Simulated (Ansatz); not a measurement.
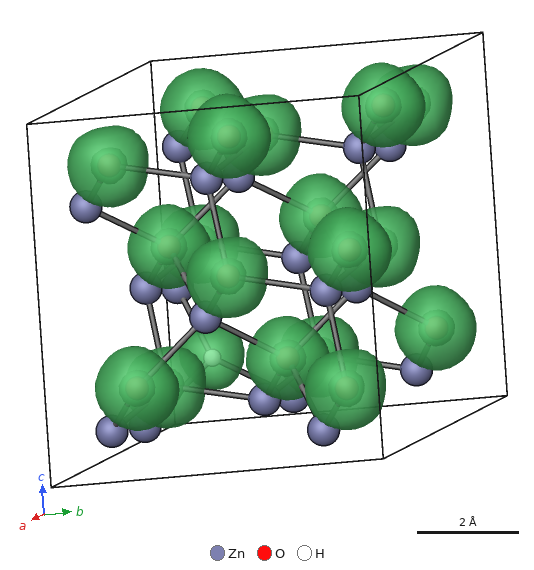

Figure. Zn18HO18 (cell with a defect). Isosurface of the ELF at 0.7 (green), seen slightly off an axis. Core shells and regions of very low density are left out. Sticks mark near contacts.

Spin-polarised.

These are results of Ansatz 0.2.0, DFT PBE, scalar-relativistic, plane waves, PAW, not measurements.

In a PAW calculation such maps are meaningful between the atoms, not at the nuclei.

Input file:

```
crystal:
  lattice:
    - [-4.9190862085, 2.8400357467, 5.2932332271]
    - [-1.0e-10, -5.6800714933, 5.2932332271]
    - [4.9190862085, 2.8400357466, 5.2932332271]
  atoms:
    - { symbol: Zn, position: [0.3890903592, 0.7224236925, 0.3890903592] }
    - { symbol: Zn, position: [0.7224236925, 0.3890903592, 0.3890903592] }
    - { symbol: Zn, position: [0.0557570258, 0.7224236925, 0.7224236925] }
    - { symbol: Zn, position: [0.0543428991, 0.0515758263, 0.3967020804], spin: 0.143 }
    - { symbol: Zn, position: [0.3890903592, 0.3890903592, 0.7224236925] }
    - { symbol: Zn, position: [0.7224236925, 0.7224236925, 0.0557570258] }
    - { symbol: Zn, position: [0.7224236925, 0.0557570258, 0.7224236925] }
    - { symbol: Zn, position: [0.0529232407, 0.374455239, 0.0448688732], spin: 0.143 }
    - { symbol: Zn, position: [0.3824016574, 0.0654731668, 0.0465855271], spin: 0.143 }
    - { symbol: Zn, position: [0.4446459147, 0.4446459147, 0.1113125814] }
    - { symbol: Zn, position: [0.777979248, 0.1113125814, 0.1113125814] }
    - { symbol: Zn, position: [0.1113125814, 0.4446459147, 0.4446459147] }
    - { symbol: Zn, position: [0.1113125814, 0.777979248, 0.1113125814] }
    - { symbol: Zn, position: [0.4446459147, 0.1113125814, 0.4446459147] }
    - { symbol: Zn, position: [0.777979248, 0.4446459147, 0.777979248] }
    - { symbol: Zn, position: [0.777979248, 0.777979248, 0.4446459147] }
    - { symbol: Zn, position: [0.1113125814, 0.1113125814, 0.777979248] }
    - { symbol: Zn, position: [0.4446459147, 0.777979248, 0.777979248] }
    - { symbol: O, position: [0.5154574186, 0.848790752, 0.5154574186] }
    - { symbol: O, position: [0.848790752, 0.5154574186, 0.5154574186] }
    - { symbol: O, position: [0.1821240853, 0.848790752, 0.848790752] }
    - { symbol: O, position: [0.1821240853, 0.1821240853, 0.5154574186] }
    - { symbol: O, position: [0.5154574186, 0.5154574186, 0.848790752] }
    - { symbol: O, position: [0.848790752, 0.848790752, 0.1821240853] }
    - { symbol: O, position: [0.848790752, 0.1821240853, 0.848790752] }
    - { symbol: O, position: [0.1821240853, 0.5154574186, 0.1821240853] }
    - { symbol: O, position: [0.5154574186, 0.1821240853, 0.1821240853] }
    - { symbol: O, position: [0.5710129742, 0.5710129742, 0.2376796408] }
    - { symbol: O, position: [0.8981532451, 0.2369739767, 0.2546838205], spin: 0.143 }
    - { symbol: O, position: [0.2376796408, 0.5710129742, 0.5710129742] }
    - { symbol: O, position: [0.2344159183, 0.9163265546, 0.2267686398], spin: 0.143 }
    - { symbol: O, position: [0.5710129742, 0.2376796408, 0.5710129742] }
    - { symbol: O, position: [0.9043463075, 0.5710129742, 0.9043463075] }
    - { symbol: O, position: [0.9043463075, 0.9043463075, 0.5710129742] }
    - { symbol: O, position: [0.2451076668, 0.225354551, 0.9032915747], spin: 0.143 }
    - { symbol: O, position: [0.5710129742, 0.9043463075, 0.9043463075] }
    - { symbol: H, position: [0.1439532719, 0.1383235416, 0.1490276749], spin: 0.143 }
  host:
    lattice:
      - [3.2793908057, 0.0, 0.0]
      - [-1.6396954028, 2.8400357467, 0.0]
      - [0.0, 0.0, 5.2932332271]
    atoms:
      - { symbol: Zn, position: [0.6666666667, 0.3333333333, 0.5006044108] }
      - { symbol: Zn, position: [0.3333333333, 0.6666666667, 0.0006044108] }
      - { symbol: O, position: [0.6666666667, 0.3333333333, 0.8797055892] }
      - { symbol: O, position: [0.3333333333, 0.6666666667, 0.3797055892] }
basis:
  ecutwfc: 420
  xc_grid: 2
kpoints:
  mp_grid: { grid: [2, 2, 2], shift: [0.5, 0.5, 0.5] }
hamiltonian:
  xc: pbe
scf:
  occupations: { method: gaussian, width: 0.01 }
output:
  forces: true
  stress: false
  eigenvalues: true
  populations: true
  charged_corrections:
    defect_position: [0.15277778, 0.15277778, 0.15277778]
    epsilon: [[10.5525, 0.0, 0.0], [0.0, 10.5525, 0.0], [0.0, 0.0, 11.5867]]
  write_density: true
  write_potential: true
  elf: true
  volumetric_format: npy
magnetization:
  spin_polarized: true
relax:
  adjacent_minimum: "off"
  f_tol: 0.025
  max_steps: 45
```

Launched as:

```sh
ansatz run input.yaml --threads 4 --pin off --max-ram 10240MiB --backend cpu --events-out ev --progress --plain --runs-dir out
```

The fields are those of the run's last geometry, not of the input's.

> Describe the localisation domains.

At this value the surface marks out one region around a hydrogen nucleus and 18 regions wrapped around O (the valence shell of each), counted in one cell of 37 atoms. Regions shared between cells count once.

Values along the shortest contacts:
Zn–H (1.94 Å): the ELF climbs to about 1 towards the hydrogen. Zn–O (1.98 Å): the ELF peaks at about 0.85 in the valence shell of O, 0.6 Å from its nucleus, and is about 0.25 at the midpoint; no localised pair shows between them.
